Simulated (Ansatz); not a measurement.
System: a (111) slab cut from NbN (Fm-3m), ended by N above and Nb below, 24 atoms in the cell. Starting structure of the relaxation:

```yaml
crystal:
  lattice:
    - [6.20116, 0.00000, 0.00000]
    - [-3.10058, 5.37036, 0.00000]
    - [0.00000, 0.00000, 22.32903]
  atoms:
    - { symbol: Nb, position: [0.16667, 0.33333, 0.35828] }
    - { symbol: Nb, position: [0.16667, 0.83333, 0.35828] }
    - { symbol: Nb, position: [0.66667, 0.33333, 0.35828] }
    - { symbol: Nb, position: [0.66667, 0.83333, 0.35828] }
    - { symbol: N, position: [0.33333, 0.16667, 0.41497] }
    - { symbol: N, position: [0.33333, 0.66667, 0.41497] }
    - { symbol: N, position: [0.83333, 0.16667, 0.41497] }
    - { symbol: N, position: [0.83333, 0.66667, 0.41497] }
    - { symbol: Nb, position: [0.50000, 0.50000, 0.47166] }
    - { symbol: Nb, position: [0.50000, 0.00000, 0.47166] }
    - { symbol: Nb, position: [0.00000, 0.50000, 0.47166] }
    - { symbol: Nb, position: [0.00000, 0.00000, 0.47166] }
    - { symbol: N, position: [0.66667, 0.33333, 0.52834] }
    - { symbol: N, position: [0.66667, 0.83333, 0.52834] }
    - { symbol: N, position: [0.16667, 0.33333, 0.52834] }
    - { symbol: N, position: [0.16667, 0.83333, 0.52834] }
    - { symbol: Nb, position: [0.83333, 0.66667, 0.58503] }
    - { symbol: Nb, position: [0.83333, 0.16667, 0.58503] }
    - { symbol: Nb, position: [0.33333, 0.66667, 0.58503] }
    - { symbol: Nb, position: [0.33333, 0.16667, 0.58503] }
    - { symbol: N, position: [0.00000, 0.50000, 0.64172] }
    - { symbol: N, position: [0.00000, 0.00000, 0.64172] }
    - { symbol: N, position: [0.50000, 0.50000, 0.64172] }
    - { symbol: N, position: [0.50000, 0.00000, 0.64172] }
```

Ansatz 0.2.0; DFT PBE+D3(BJ), scalar-relativistic, plane waves, PAW, no spin polarisation, 4×4×1 k mesh, Gaussian smearing of 0.1 eV.

What does the potential across the slab give for the work function?

The work function is 5.66 eV at the right face and 4.81 eV at the left. The vacuum level is 0.85 eV higher at the right than at the left, so the slab carries a dipole along its normal; the ramp in the vacuum, at or near the edge of the plot, is the dipole correction that keeps each side flat. Some atoms were held fixed in the relaxation, which can itself make the faces differ. The outermost atoms are 6.1 Å apart, which leaves 16.2 Å of vacuum in a cell 22.3 Å high.

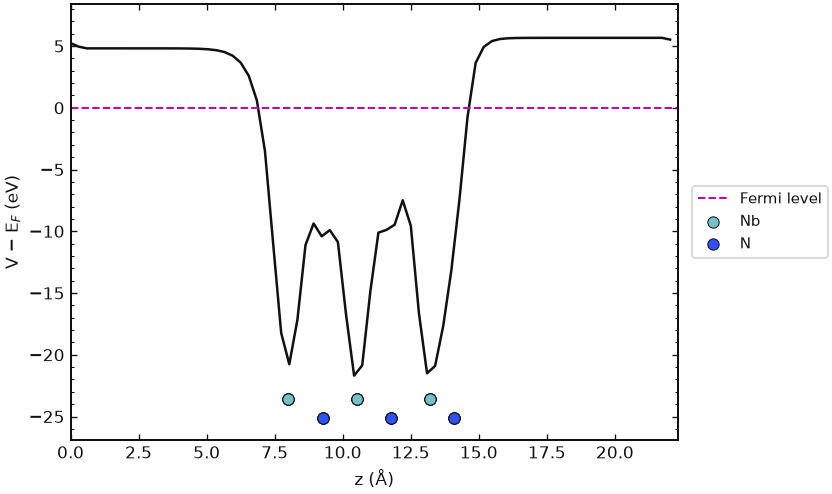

Plane-averaged electrostatic potential energy of an electron across the slab; circles at the bottom mark the heights of the atoms (positions after relaxation).
